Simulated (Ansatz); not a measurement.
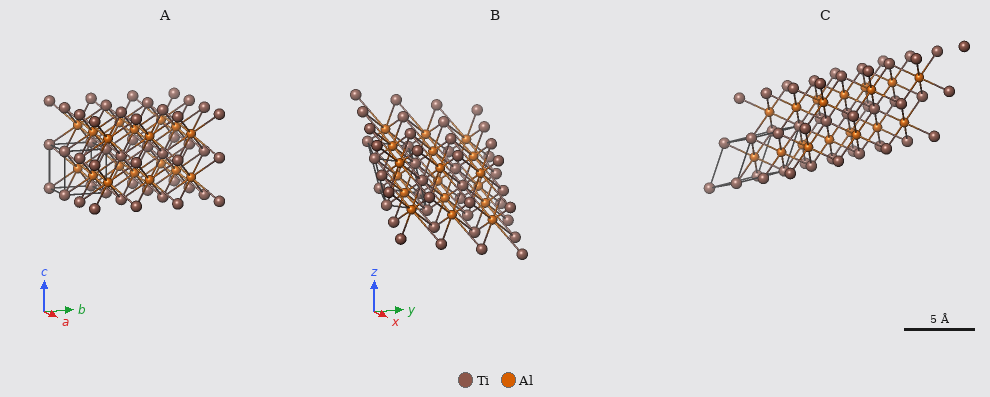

Energy scan for crystalline TiAl (Pm-3m), in which the ratio of the cell's length along [111] to its lengths across, counted as 1 for the reference, is changed at fixed volume (a trigonal path), with the atoms kept at their fractional coordinates. x, y and z are the Cartesian axes of the input. A ball-and-stick model of the cell of the calculation, repeated 3 × 3 × 2 with one cell outlined, seen slightly off an axis.

The calculation used DFT PBEsol, scalar-relativistic, plane waves, PAW in Ansatz 0.2.0. (plane-wave cutoff 420 eV; k-point mesh 16 × 16 × 16; occupations gaussian; smearing width 0.15 eV; no spin polarisation). Energies (free energies at the smearing named) are counted from the cell as listed in its source, which wasn't relaxed.

> Order these geometries by energy, lowest first.

Lowest first: A (the relative ratio 1.00, 0 meV/atom), C (the relative ratio 2.00, 596 meV/atom), B (the relative ratio 0.50, 5737 meV/atom). Over the whole scan: of the computed points the lowest is at the relative ratio 1.00, 0 meV/atom. At the ends of the scan the energy is 5737 meV/atom (0.50) and 596 meV/atom (2.00). The unrelaxed reference is under a pressure of −2.4 GPa. The distortion takes the space group from Pm-3m to R-3m, except for Fm-3m at 2.00. At the relative ratio 2.00 the cell of the drawing goes a 3.179 → 3.568 Å, b 3.179 → 3.568 Å, c 3.179 → 3.568 Å, α 90.0° → 60.0°, β 90.0° → 60.0°, γ 90.0° → 60.0°.
